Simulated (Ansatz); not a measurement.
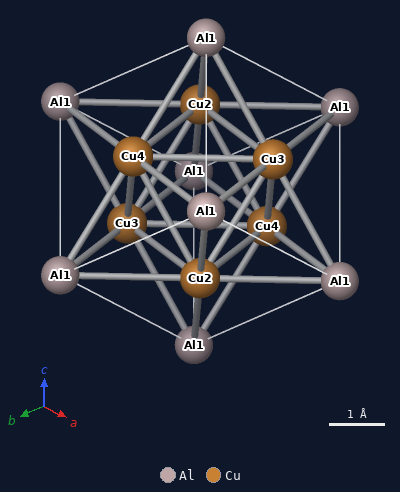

The structure (ball-and-stick view of the cell of the calculation, seen at an oblique angle; atoms are numbered from 1 in the order of the input). Near neighbours in the crystal (not all of them lie inside the picture): Al has 12 Cu at 2.58 Å; Cu has 4 Al at 2.58 Å and 8 Cu at 2.58 Å.

**AlCu3: elastic-constant calculation (part 1 of 2)**

The run: elastic-constant calculation of AlCu3 (Pm-3m, 4 atoms in the cell). Method and program: DFT r2SCAN, scalar-relativistic, plane waves, PAW, no spin polarisation (Ansatz 0.2.0).

The structure derives from a Materials Project entry. It belongs to a series of runs on one base structure; here: elastic constants, atoms relaxed. Figures and captions count atoms from 1; the log counts them from 0 in places.

Input file:
```yaml
crystal:
  lattice:
    - [3.6422655111, 0.0, 0.0]
    - [0.0, 3.6422655111, 0.0]
    - [0.0, 0.0, 3.6422655111]
  atoms:
    - { symbol: Al, position: [0.0, 0.0, 0.0] }
    - { symbol: Cu, position: [0.5, 0.5, 0.0] }
    - { symbol: Cu, position: [0.5, 0.0, 0.5] }
    - { symbol: Cu, position: [0.0, 0.5, 0.5] }
basis:
  ecutwfc: 500
kpoints:
  mp_grid: { grid: [12, 12, 12] }
hamiltonian:
  xc: r2scan
scf:
  occupations: { method: fermi_dirac, width: 0.15 }
output:
  forces: true
  stress: true
  eigenvalues: true
elastic:
  mode: relaxed_ion
  amplitude: 0.005
  stencil: two_point
```

Hardware: 1 thread of Intel Xeon (Sapphire Rapids), 32 GiB of memory available, shared host.

Command:
```bash
ansatz run input.yaml --threads 1 --pin off --max-ram 3072MiB --backend cpu --events-out ev --progress --plain --runs-dir out
```

The program's output:
```
band count auto-derived: 38 (N_el = 60.0; filled up to band 30; 36 by the electrons, moments and atoms)
Engine: ansatz 0.2.0, x86_64-unknown-linux-gnu
Pseudopotentials: kind: paw
Pseudopotential: Al, paw, valence charge 3, recommended cutoff 500 eV (meta_gga), Al.paw.azcp
Pseudopotential: Cu, paw, valence charge 19, recommended cutoff 500 eV (meta_gga), Cu.paw.azcp
Functional definition: r2SCAN
  parameter k0 = 0.174
  parameter k1 = 0.065
  parameter a1 = 4.9479
  exchange = r2scan_x(k0 = k0, k1 = k1, a1 = a1)
  correlation = r2scan_c
Crystal: 4 atoms, lattice volume = 48.319 Å³
Basis set: ecut = 500 eV, 1237 PW (Γ), exchange–correlation on 108×108×108 points (64 copies of the dense FFT grid, shifted against one another)
Bands: 38, of which v1, the nominal top of the filled ones, is band 30 counted from 1 (29 counted from 0)
Symmetry: 48 space group operations
Space group: Pm-3m (ITA 221), of the structure as read, at distance tolerance 3.6e-5 Å
k-points: 84 of 1728
Non-local potential: Al, projectors of the file, l = 0: 2, l = 1: 2, l = 2: 1
Non-local potential: Cu, projectors of the file, l = 0: 3, l = 1: 2, l = 2: 3, l = 3: 1
PAW form: soft (Blöchl's): semilocal exchange-correlation on the pseudo side does not see the compensation charge
PAW frozen core: Al, regenerated for the run's functional (the file was generated under x = pbe(κ = 0.804, μ = 0.2195149727645171), c = pbe(β = 0.06672455060314922))
PAW frozen core: Cu, regenerated for the run's functional (the file was generated under x = pbe(κ = 0.804, μ = 0.2195149727645171), c = pbe(β = 0.06672455060314922))
PAW one-centre angular grid: Al, 302 points (default); XC on 160 Gauss nodes
PAW one-centre angular grid: Cu, 590 points (default); XC on 160 Gauss nodes
Initial density: superposition of atomic densities (neutral atoms: chi_scale 0, normalization atom), corrected by the library's trained network
Initial wavefunctions: pseudopotential atomic-orbital guess
Functional: x = r2scan, c = r2scan; τ floored in thin density (d = 2e-4 eV/Å³)
SCF iter   1: F=—  HF=-20434.986845 eV  |F-HF|=—  |Δ(HF+E_count)|=         —  Δρ=3.83e-2  dr2=4.29e-1  dr2_τ=7.90e-3  ethr=1.77e-3  ⟨swp⟩=5.4  Hψ=12080  notcnv=0  defer=25
preconditioner: auto → Kerker (q_TF=auto, 2.829 Å⁻¹)  [metal: Δε(μ)=0.029 eV  Ē_g=11.065 eV  σ=0.150 eV  W_gap=0.05  n_scr=18 (ndim 8)  ℏωp=32.1 eV  f_vac=0.001  D(μ)=1.03/eV (n_scr^D=6)]
SCF iter   2: F=—  HF=-20434.964953 eV  |F-HF|=—  |Δ(HF+E_count)|=   2.19e-2  Δρ=1.55e-2  dr2=4.90e-2  dr2_τ=3.73e-3  ethr=7.15e-4  ⟨swp⟩=2.0  Hψ=5799  notcnv=0  defer=114
SCF iter   3: F=—  HF=-20434.930528 eV  |F-HF|=—  |Δ(HF+E_count)|=   3.44e-2  Δρ=8.01e-3  dr2=2.64e-2  dr2_τ=1.19e-4  ethr=8.16e-5  ⟨swp⟩=2.0  Hψ=5833  notcnv=0  defer=114
SCF iter   4: F=—  HF=-20434.923748 eV  |F-HF|=—  |Δ(HF+E_count)|=   6.78e-3  Δρ=1.26e-3  dr2=9.79e-4  dr2_τ=1.98e-5  ethr=4.39e-5  ⟨swp⟩=1.1  Hψ=3687  notcnv=0  defer=113
SCF iter   5: F=—  HF=-20434.924253 eV  |F-HF|=—  |Δ(HF+E_count)|=   5.05e-4  Δρ=5.60e-4  dr2=2.39e-4  dr2_τ=2.41e-6  ethr=1.63e-6  ⟨swp⟩=2.0  Hψ=4638  notcnv=0  defer=113
SCF iter   6: F=—  HF=-20434.924208 eV  |F-HF|=—  |Δ(HF+E_count)|=   4.51e-5  Δρ=2.53e-4  dr2=2.92e-5  dr2_τ=1.19e-7  ethr=3.98e-7  ⟨swp⟩=2.1  Hψ=4456  notcnv=0  defer=113
SCF iter   7: F=—  HF=-20434.924197 eV  |F-HF|=—  |Δ(HF+E_count)|=   1.08e-5  Δρ=4.63e-5  dr2=6.42e-7  dr2_τ=8.00e-9  ethr=4.87e-8  ⟨swp⟩=2.0  Hψ=4132  notcnv=0  defer=113
SCF iter   8: F=—  HF=-20434.924200 eV  |F-HF|=—  |Δ(HF+E_count)|=   2.90e-6  Δρ=7.77e-6  dr2=2.99e-8  dr2_τ=2.12e-10  ethr=1.07e-9  ⟨swp⟩=2.0  Hψ=4508  notcnv=0  defer=113
SCF iter   9: F=—  HF=-20434.924200 eV  |F-HF|=—  |Δ(HF+E_count)|=   1.86e-8  Δρ=1.62e-6  dr2=1.95e-9  dr2_τ=1.60e-11  ethr=4.98e-11  ⟨swp⟩=2.0  Hψ=4527  notcnv=0  defer=113
SCF iter  10: F=—  HF=-20434.924200 eV  |F-HF|=—  |Δ(HF+E_count)|=  7.86e-10  Δρ=2.88e-7  dr2=4.16e-11  dr2_τ=1.08e-12  ethr=3.25e-12  ⟨swp⟩=2.0  Hψ=4592  notcnv=0  defer=113
SCF iter  11: F=—  HF=-20434.924200 eV  |F-HF|=—  |Δ(HF+E_count)|=  2.18e-11  Δρ=7.19e-8  dr2=2.30e-12  dr2_τ=3.54e-14  ethr=6.93e-14 (applied; sched 1.00e-12)  ⟨swp⟩=2.0  Hψ=4642  notcnv=0  defer=113
SCF iter  12: F=-20434.924200 eV  HF=-20434.924200 eV  |F-HF|=3.64e-12  |Δ(HF+E_count)|=    0.00e0  Δρ=1.31e-8  dr2=6.92e-14  dr2_τ=1.42e-15  ethr=1.00e-12  ⟨swp⟩=6.4  Hψ=14971  notcnv=0
SCF 1 converged in 12 iterations: F = -20434.924200 eV  dr2 = 6.92e-14
  greatest PAW one-centre occupation: 1.000 electrons in one spin orbital (limit 2), on the Cu atom at site 2 (counted from 0), in its partial waves of l = 0
Initial density: handed on by an earlier stage of this run
Initial wavefunctions: those handed on with the density
iter 1 solved again at ethr=1.00e-12 eV; its pass at ethr=3.10e-3 eV (dr2=6.25e-14 eV) is discarded
SCF iter   1: F=—  HF=-20434.924200 eV  |F-HF|=—  |Δ(HF+E_count)|=         —  Δρ=1.31e-8  dr2=6.90e-14  dr2_τ=1.42e-15  ethr=1.00e-12  ⟨swp⟩=2.6  Hψ=12163  notcnv=0
preconditioner: auto → Kerker (q_TF=auto, 2.829 Å⁻¹)  [metal: Δε(μ)=0.098 eV  Ē_g=10.844 eV  σ=0.150 eV  W_gap=0.16  n_scr=18 (ndim 8)  ℏωp=32.1 eV  f_vac=0.002  D(μ)=1.09/eV (n_scr^D=6)]
SCF iter   2: F=-20434.924200 eV  HF=-20434.924200 eV  |F-HF|=0.00e0  |Δ(HF+E_count)|=  3.64e-12  Δρ=9.42e-9  dr2=3.63e-14  dr2_τ=7.31e-16  ethr=1.00e-12  ⟨swp⟩=3.7  Hψ=9632  notcnv=0
SCF 2 converged in 2 iterations: F = -20434.924200 eV  dr2 = 3.63e-14
  greatest PAW one-centre occupation: 1.000 electrons in one spin orbital (limit 2), on the Cu atom at site 3 (counted from 0), in its partial waves of l = 0
Crystal: 4 atoms, lattice volume = 48.077 Å³
Basis set: ecut = 500 eV, 1229 PW (Γ), exchange–correlation on 108×108×108 points (64 copies of the dense FFT grid, shifted against one another)
Symmetry: 16 space group operations
k-points: 196 of 1728
iter 1 solved again at ethr=3.22e-6 eV; its pass at ethr=3.10e-3 eV (dr2=1.93e-3 eV) is discarded
SCF iter   1: F=—  HF=-20434.921761 eV  |F-HF|=—  |Δ(HF+E_count)|=         —  Δρ=2.34e-3  dr2=1.72e-3  dr2_τ=1.43e-3  ethr=3.22e-6  ⟨swp⟩=2.3  Hψ=31144  notcnv=0  defer=74
preconditioner: auto → Kerker (q_TF=auto, 2.831 Å⁻¹)  [metal: Δε(μ)=0.053 eV  Ē_g=10.874 eV  σ=0.150 eV  W_gap=0.09  n_scr=18 (ndim 8)  ℏωp=32.1 eV  f_vac=0.002  D(μ)=1.09/eV (n_scr^D=6)]
SCF iter   2: F=—  HF=-20434.923715 eV  |F-HF|=—  |Δ(HF+E_count)|=   1.95e-3  Δρ=1.48e-3  dr2=4.22e-4  dr2_τ=1.50e-5  ethr=2.86e-6  ⟨swp⟩=2.0  Hψ=11636  notcnv=0  defer=74
SCF iter   3: F=—  HF=-20434.923531 eV  |F-HF|=—  |Δ(HF+E_count)|=   1.85e-4  Δρ=3.13e-4  dr2=5.51e-5  dr2_τ=3.31e-7  ethr=7.03e-7  ⟨swp⟩=2.1  Hψ=10828  notcnv=0  defer=74
SCF iter   4: F=—  HF=-20434.923529 eV  |F-HF|=—  |Δ(HF+E_count)|=   1.39e-6  Δρ=1.38e-4  dr2=8.31e-6  dr2_τ=1.25e-7  ethr=9.19e-8  ⟨swp⟩=2.0  Hψ=10261  notcnv=0  defer=74
SCF iter   5: F=—  HF=-20434.923532 eV  |F-HF|=—  |Δ(HF+E_count)|=   2.82e-6  Δρ=2.80e-4  dr2=2.08e-5  dr2_τ=9.72e-8  ethr=1.39e-8  ⟨swp⟩=2.0  Hψ=12686  notcnv=0  defer=74  recentre
SCF iter   6: F=—  HF=-20434.923534 eV  |F-HF|=—  |Δ(HF+E_count)|=   1.44e-6  Δρ=1.34e-4  dr2=4.01e-6  dr2_τ=1.24e-8  ethr=1.39e-8  ⟨swp⟩=2.0  Hψ=11017  notcnv=0  defer=74
SCF iter   7: F=—  HF=-20434.923532 eV  |F-HF|=—  |Δ(HF+E_count)|=   1.32e-6  Δρ=4.68e-5  dr2=6.12e-7  dr2_τ=2.60e-9  ethr=6.68e-9  ⟨swp⟩=2.1  Hψ=9928  notcnv=0  defer=74
SCF iter   8: F=—  HF=-20434.923532 eV  |F-HF|=—  |Δ(HF+E_count)|=   2.64e-8  Δρ=7.07e-6  dr2=3.70e-8  dr2_τ=2.87e-10  ethr=1.02e-9  ⟨swp⟩=2.1  Hψ=10394  notcnv=0  defer=74
SCF iter   9: F=—  HF=-20434.923532 eV  |F-HF|=—  |Δ(HF+E_count)|=   1.87e-9  Δρ=2.24e-6  dr2=3.54e-9  dr2_τ=3.08e-11  ethr=6.16e-11  ⟨swp⟩=2.2  Hψ=10796  notcnv=0  defer=74
SCF iter  10: F=—  HF=-20434.923532 eV  |F-HF|=—  |Δ(HF+E_count)|=  4.00e-10  Δρ=9.47e-7  dr2=3.79e-10  dr2_τ=3.21e-12  ethr=5.90e-12  ⟨swp⟩=2.2  Hψ=10535  notcnv=0  defer=74
SCF iter  11: F=—  HF=-20434.923532 eV  |F-HF|=—  |Δ(HF+E_count)|=  4.37e-11  Δρ=4.83e-7  dr2=7.73e-11  dr2_τ=2.92e-13  ethr=6.32e-13 (applied; sched 1.00e-12)  ⟨swp⟩=2.0  Hψ=10382  notcnv=0  defer=93
SCF iter  12: F=—  HF=-20434.923532 eV  |F-HF|=—  |Δ(HF+E_count)|=    0.00e0  Δρ=1.05e-7  dr2=4.12e-12  dr2_τ=6.92e-14  ethr=1.29e-13 (applied; sched 1.00e-12)  ⟨swp⟩=1.6  Hψ=7480  notcnv=0  defer=252
SCF iter  13: F=—  HF=-20434.923532 eV  |F-HF|=—  |Δ(HF+E_count)|=  3.64e-12  Δρ=2.39e-7  dr2=1.84e-11  dr2_τ=8.38e-14  ethr=6.87e-15 (applied; sched 1.00e-12)  ⟨swp⟩=2.0  Hψ=12703  notcnv=0  defer=275  recentre
SCF iter  14: F=—  HF=-20434.923532 eV  |F-HF|=—  |Δ(HF+E_count)|=  3.64e-12  Δρ=2.55e-8  dr2=2.64e-13  dr2_τ=4.01e-15  ethr=3.06e-14 (applied; sched 1.00e-12)  ⟨swp⟩=2.1  Hψ=9402  notcnv=0  defer=265
SCF iter  15: F=-20434.923532 eV  HF=-20434.923532 eV  |F-HF|=3.64e-12  |Δ(HF+E_count)|=    0.00e0  Δρ=1.25e-8  dr2=4.03e-14  dr2_τ=5.46e-16  ethr=1.00e-12  ⟨swp⟩=4.0  Hψ=23593  notcnv=0
SCF 3 converged in 15 iterations: F = -20434.923532 eV  dr2 = 4.03e-14
Crystal: 4 atoms, lattice volume = 48.560 Å³
iter 1 solved again at ethr=2.37e-10 eV; its pass at ethr=3.10e-3 eV (dr2=1.42e-7 eV) is discarded
SCF iter   1: F=—  HF=-20434.923525 eV  |F-HF|=—  |Δ(HF+E_count)|=         —  Δρ=8.41e-5  dr2=1.33e-7  dr2_τ=2.00e-7  ethr=2.37e-10  ⟨swp⟩=2.1  Hψ=30781  notcnv=0  defer=66
preconditioner: auto → Kerker (q_TF=auto, 2.826 Å⁻¹)  [metal: Δε(μ)=0.051 eV  Ē_g=10.802 eV  σ=0.150 eV  W_gap=0.08  n_scr=18 (ndim 8)  ℏωp=32.0 eV  f_vac=0.002  D(μ)=1.09/eV (n_scr^D=6)]
SCF iter   2: F=—  HF=-20434.923536 eV  |F-HF|=—  |Δ(HF+E_count)|=   1.08e-5  Δρ=4.43e-5  dr2=5.80e-8  dr2_τ=1.50e-7  ethr=2.22e-10  ⟨swp⟩=2.0  Hψ=11526  notcnv=0  defer=66
SCF iter   3: F=—  HF=-20434.923538 eV  |F-HF|=—  |Δ(HF+E_count)|=   2.28e-6  Δρ=2.58e-5  dr2=2.14e-8  dr2_τ=5.33e-8  ethr=9.67e-11  ⟨swp⟩=2.0  Hψ=10509  notcnv=0  defer=66
SCF iter   4: F=—  HF=-20434.923539 eV  |F-HF|=—  |Δ(HF+E_count)|=   1.02e-6  Δρ=1.13e-5  dr2=3.93e-9  dr2_τ=1.02e-8  ethr=3.57e-11  ⟨swp⟩=2.0  Hψ=10241  notcnv=0  defer=66
SCF iter   5: F=—  HF=-20434.923540 eV  |F-HF|=—  |Δ(HF+E_count)|=   1.99e-7  Δρ=5.50e-6  dr2=2.85e-9  dr2_τ=1.86e-9  ethr=6.55e-12  ⟨swp⟩=2.0  Hψ=10673  notcnv=0  defer=66
SCF iter   6: F=—  HF=-20434.923540 eV  |F-HF|=—  |Δ(HF+E_count)|=   4.19e-8  Δρ=1.12e-6  dr2=2.15e-10  dr2_τ=6.81e-11  ethr=4.76e-12  ⟨swp⟩=2.0  Hψ=9969  notcnv=0  defer=66
SCF iter   7: F=—  HF=-20434.923540 eV  |F-HF|=—  |Δ(HF+E_count)|=   1.62e-9  Δρ=3.32e-7  dr2=5.29e-11  dr2_τ=4.93e-13  ethr=3.58e-13 (applied; sched 1.00e-12)  ⟨swp⟩=2.0  Hψ=10512  notcnv=0  defer=90
SCF iter   8: F=—  HF=-20434.923540 eV  |F-HF|=—  |Δ(HF+E_count)|=  7.28e-12  Δρ=1.09e-7  dr2=4.41e-12  dr2_τ=7.94e-14  ethr=8.82e-14 (applied; sched 1.00e-12)  ⟨swp⟩=2.1  Hψ=10402  notcnv=0  defer=260
SCF iter   9: F=—  HF=-20434.923540 eV  |F-HF|=—  |Δ(HF+E_count)|=  3.64e-12  Δρ=2.68e-8  dr2=2.54e-13  dr2_τ=2.91e-15  ethr=7.36e-15 (applied; sched 1.00e-12)  ⟨swp⟩=2.0  Hψ=10035  notcnv=0  defer=269
SCF iter  10: F=-20434.923540 eV  HF=-20434.923540 eV  |F-HF|=0.00e0  |Δ(HF+E_count)|=    0.00e0  Δρ=9.63e-9  dr2=4.69e-14  dr2_τ=3.21e-16  ethr=1.00e-12  ⟨swp⟩=4.0  Hψ=22380  notcnv=0
SCF 4 converged in 10 iterations: F = -20434.923540 eV  dr2 = 4.69e-14
Crystal: 4 atoms, lattice volume = 48.318 Å³
Symmetry: 8 space group operations
k-points: 301 of 1728
iter 1 solved again at ethr=5.73e-8 eV; its pass at ethr=3.10e-3 eV (dr2=3.44e-5 eV) is discarded
```
